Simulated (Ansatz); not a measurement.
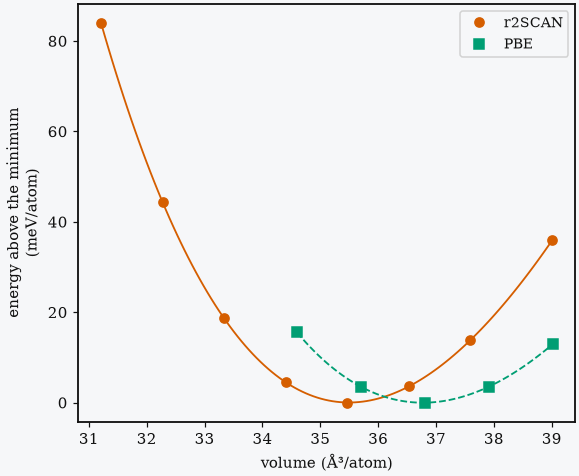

Method: third-order Birch-Murnaghan fit to density functional energies at scaled volumes of the given relaxed cell, shape and atoms relaxed at each volume; energies count from the fitted minimum; plane waves with PAW datasets, Γ-centred k mesh (Ansatz 0.2.0). All runs: no spin polarisation.

- k mesh: 12×12×12
- occupations: Gaussian
- smearing width: 0.1 eV

Figure. Energy above the minimum against volume, with one curve for each functional, for HgTe (space group F-43m).

Settings that differ: r2SCAN: wave cutoff 500 eV; PBE: wave cutoff 420 eV.

The fitted equilibrium volumes, smallest first, are r2SCAN 35.49, PBE 36.77 Å³/atom. The fitted bulk moduli, smallest first, are PBE 34.2, r2SCAN 40.1 GPa.

Note: bands touch, and spin-orbit coupling could open a gap.
